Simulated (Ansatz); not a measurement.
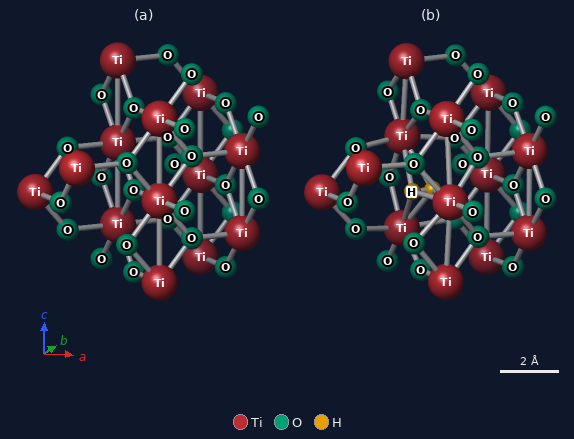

Left: perfect TiO$_{2}$. Right: the same region with a pair of point defects, after relaxing the atoms in a supercell of 72 sites. A ball-and-stick model of the atoms within 4.7 Å of one point, seen slightly off an axis.

All numbers below come from DFT, PBEsol, PAW, plane waves in Ansatz 0.2.0. Set-up: plane-wave cutoff 420 eV; k-point mesh 1 × 1 × 1; mesh shifted by (0.25, 0.25, 0.25); collinear spin. Fermi-Dirac smearing of 0.01 eV. The axes drawn are those of the host's conventional cell.

What kind of defect was made?

Answer. An oxygen atom is replaced by hydrogen and an extra hydrogen atom is put between the host's atoms (an interstitial), the two sites 1.8 Å apart.

The charge state of the cell is 0.

How does the lattice respond?

Answer. In the host the O atom has 3 Ti at 1.94 to 1.98 Å; the H atom ends with 1 H at 0.79 Å. The H atom starts with 4 O at 1.81 to 1.82 Å around its place and ends with 1 H at 0.79 Å. Of the host's atoms, a titanium atom moves furthest from its site, by 0.30 Å. The H atom itself moves 0.40 Å from where it was put. The H atom itself moves 1.45 Å from where it was put. The cell's net moment is 2.00 μB.
